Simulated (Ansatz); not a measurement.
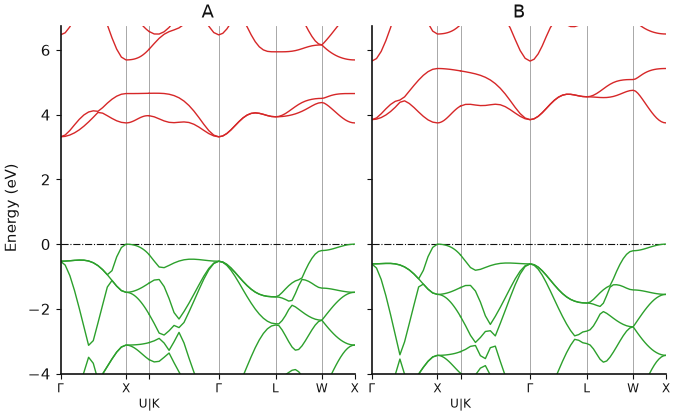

Band structures of two compounds with space group Fm-3m and 3 atoms in the cell that differ in one element, each in its own cell. Zero is the valence-band top, or the Fermi level for a metal. Method: DFT PBE, scalar-relativistic, plane waves, PAW, no spin polarisation (Ansatz 0.2.0).

Which panel is which compound? They are ZrO2 and HfO2.

Answer. A is ZrO2; B is HfO2. Gaps along the path: ZrO2 3.32 eV (indirect), at 11.2 Å³ per atom; HfO2 3.75 eV (direct), at 11.0 Å³ per atom. Going from Zr to the heavier Hf widens the gap by 0.43 eV.

Spin-orbit coupling is left out, which matters for Hf.
